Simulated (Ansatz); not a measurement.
# Single-point calculation of MgO

System: MgO (Fm-3m, 2 atoms in the cell).
Method: DFT, PBE, PAW with Ansatz's default frozen-core files, scalar-relativistic, no spin polarisation (Ansatz 0.2.0).

Its volume is 0.70 times that of the source entry. It belongs to a series of runs on one base structure; here: volume scaled by 0.7, to set the pressure.

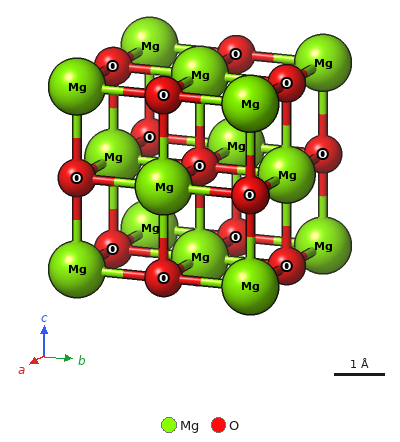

The structure (ball-and-stick view of the cell 4 times as large as that of the calculation, set on its symmetry axes, seen slightly off an axis). Near neighbours in the crystal (not all of them lie inside the picture): Mg has 6 O at 1.89 Å; O has 6 Mg at 1.89 Å.

Key numbers

| quantity | value |
| --- | --- |
| outcome | converged |
| space group (tolerance 0.01 Å) | Fm-3m (225) |
| electrons treated | 16 |
| free energy | −2492.6695 eV |
| Fermi energy | 17.448 eV |
| gap on the k-point mesh | 8.62 eV |
| pressure | 110.67 GPa |
| largest force (length of the vector) | under 0.001 eV/Å |
| hardware | 1 thread of Intel Xeon @ 2.50GHz (Skylake/Cascade Lake), 64 GiB of memory available, shared host |
| wall time | 1.8 s |
| peak memory | 0.35 GiB |

The cell is under a pressure of 111 GPa at this level, so it is not at its equilibrium volume.

The input
```yaml
crystal:
  lattice:
    - [0.0, 1.8885213611, 1.8885213611]
    - [1.8885213611, 0.0, 1.8885213611]
    - [1.8885213611, 1.8885213611, 0.0]
  atoms:
    - { symbol: Mg, position: [0.0, 0.0, 0.0] }
    - { symbol: O, position: [0.5, 0.5, 0.5] }
kpoints:
  mp_grid: { grid: [17, 17, 17] }
scf:
  occupations: { method: fermi_dirac, width: 0.1 }
hamiltonian:
  xc: pbe
  pseudopotentials: { kind: paw }
output:
  forces: true
  stress: true
  eigenvalues: true
```

Command:
```bash
ansatz run input.yaml --threads 1 --pin off --max-ram 3584MiB --backend cpu --events-out ev --progress --plain --runs-dir out
```

What the program printed
```
Engine: ansatz 0.2.0, x86_64-unknown-linux-gnu
Pseudopotentials: kind: paw
Pseudopotential: Mg, paw, valence charge 10, recommended cutoff 420 eV (normal), Mg.paw.azcp
Pseudopotential: O, paw, valence charge 6, recommended cutoff 420 eV (normal), O.paw.azcp
Functional definition: PBE
  parameter kappa = 0.804
  parameter beta = 0.06672455060314922
  exchange = pbe_x(kappa = kappa, mu = beta*pi^2/3)
  correlation = pbe_c(beta = beta)
Crystal: 2 atoms, lattice volume = 13.471 Å³
Basis set: ecut = 420 eV, 259 PW (Γ), exchange–correlation on 36×36×36 points (8 copies of the dense FFT grid, shifted against one another)
Bands: 12, of which v1, the nominal top of the filled ones, is band 8 counted from 1 (7 counted from 0)
Symmetry: 48 space group operations
Space group: Fm-3m (ITA 225), of the structure as read, at distance tolerance 2.4e-5 Å
k-points: 165 of 4913
Non-local potential: Mg, projectors of the file, l = 0: 3, l = 1: 2, l = 2: 1
Non-local potential: O, projectors of the file, l = 0: 2, l = 1: 2, l = 2: 1
PAW form: soft (Blöchl's): semilocal exchange-correlation on the pseudo side does not see the compensation charge
PAW one-centre angular grid: Mg, 110 points (default); XC on 64 Gauss nodes
PAW one-centre angular grid: O, 110 points (default); XC on 64 Gauss nodes
Initial density: superposition of atomic densities (neutral atoms: chi_scale 0, normalization atom), corrected by the library's trained network
Initial wavefunctions: pseudopotential atomic-orbital guess
Functional: x = pbe(κ = 0.804, μ = 0.2195149727645171), c = pbe(β = 0.06672455060314922)
SCF iter   1: F=—  HF=-2492.671823 eV  |F-HF|=—  |Δ(HF+E_count)|=         —  Δρ=8.69e-3  dr2=8.17e-3  ethr=1.77e-3  ⟨swp⟩=5.0  Hψ=11327  notcnv=0
preconditioner: auto → none  [insulator: Δε(μ)=8.546 eV  Ē_g=22.612 eV  σ=0.100 eV  W_gap=1.00  n_scr=0 (ndim 8)  ℏωp=28.6 eV  f_vac=0.000  D(μ)=0.00/eV (n_scr^D=0)  ε∞_Penn≈2.6]
SCF iter   2: F=—  HF=-2492.669515 eV  |F-HF|=—  |Δ(HF+E_count)|=   2.31e-3  Δρ=3.01e-3  dr2=5.18e-4  ethr=5.11e-5  ⟨swp⟩=2.3  Hψ=4176  notcnv=0
SCF iter   3: F=—  HF=-2492.669365 eV  |F-HF|=—  |Δ(HF+E_count)|=   1.50e-4  Δρ=7.30e-4  dr2=2.53e-5  ethr=3.24e-6  ⟨swp⟩=2.0  Hψ=2554  notcnv=0
SCF iter   4: F=—  HF=-2492.669467 eV  |F-HF|=—  |Δ(HF+E_count)|=   1.02e-4  Δρ=6.86e-5  dr2=2.46e-7  ethr=1.58e-7  ⟨swp⟩=2.1  Hψ=2943  notcnv=0
iter 5 did not close the SCF: its close was put off for the readings that it lacked (scf_convergence_deferred on its scf_iter line)
SCF iter   5: F=-2492.669467 eV  HF=-2492.669467 eV  |F-HF|=2.17e-8  |Δ(HF+E_count)|=   1.44e-7  Δρ=2.85e-5  dr2=3.87e-8  ethr=1.54e-9  ⟨swp⟩=2.6  Hψ=3449  notcnv=0
SCF iter   6: F=-2492.669467 eV  HF=-2492.669467 eV  |F-HF|=5.61e-10  |Δ(HF+E_count)|=   2.32e-9  Δρ=3.72e-6  dr2=6.21e-10  ethr=2.42e-10  ⟨swp⟩=2.0  Hψ=6857  notcnv=0
SCF 1 converged in 6 iterations: F = -2492.669467 eV  dr2 = 6.21e-10
  greatest PAW one-centre occupation: 1.000 electrons in one spin orbital (limit 2), on the Mg atom at site 0 (counted from 0), in its partial waves of l = 1
```

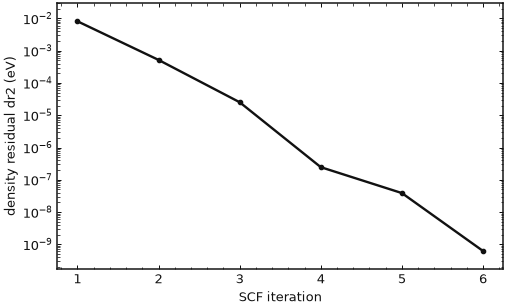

Convergence of the self-consistent field: density residual dr2 against the SCF iteration. The residual falls at every step.

```
SCF converged after 6 iterations
Free energy (F): -2492.669467 eV
Harris-Foulkes:  -2492.669467 eV  (|F-HF|=5.61e-10)
Internal energy: -2492.669467 eV  (E = F + TS)
E sigma→0 (E₀):  -2492.669467 eV
Fermi energy:    17.448000 eV
--- Per-component energies (eV) ---
  E_band       = -214.575883
  E_kinetic    = 267.528731
  E_local      = -1389.428868  (includes V_loc(G=0)·N_el)
  E_nonlocal   = 143.878088
  E_hartree    = 480.961137
  E_xc         = -108.728062
  E_vxc        = -139.624087  (∫ρ·V_xc dr)
  E_paw        = -449.014211  (= ΣΔE_a)
  E_vpaw       = -58.855547  (= ΣTr[D̂ρ^β])
  E_aug_tail   = 0.002667  (compensation charges beyond the density's cutoff)
  E_ewald      = -1437.868948
  E_smearing   = -0.000000  (= −TS)
  E_closure    = 0.000000  (closes the sum)
  Σ components = -2492.669467   (vs F -2492.669467, Δ=0.00e0)
--- Forces (eV/Å), atoms counted from 1 ---
  atom   1  Mg    -0.00000000     0.00000000     0.00000000
  atom   2  O      0.00000000    -0.00000000     0.00000000
  max |Σ_I F_I| component: 1.31e-29 eV/Å
--- Stress (GPa, compression-positive) ---
      110.669773      -0.000000      -0.000000
        0.000000     110.669773      -0.000000
        0.000000       0.000000     110.669773
  P = ⅓ Tr σ = 110.6698 GPa (1106.698 kbar)
--- Band table (eV; the first three rows and the last of 165) ---
  k-point 0: bands = ["-58.4339", "-25.0715", "-25.0715", "-25.0715", "-6.2747", "12.9866", "12.9866", "12.9866", "21.6025", "30.6134", "30.6134", "30.6134"]
  k-point 1: bands = ["-58.4325", "-25.0827", "-25.0724", "-25.0724", "-6.2084", "12.7162", "12.9433", "12.9433", "21.8219", "29.9972", "30.7440", "30.7440"]
  k-point 2: bands = ["-58.4285", "-25.1145", "-25.0747", "-25.0747", "-6.0142", "11.9968", "12.8238", "12.8238", "22.3722", "28.9229", "31.1131", "31.1131"]
  k-point 164: bands = ["-58.3791", "-25.2574", "-25.2384", "-25.1752", "-3.4646", "8.7105", "9.0858", "10.5729", "26.5625", "27.2147", "29.6094", "33.5571"]
```
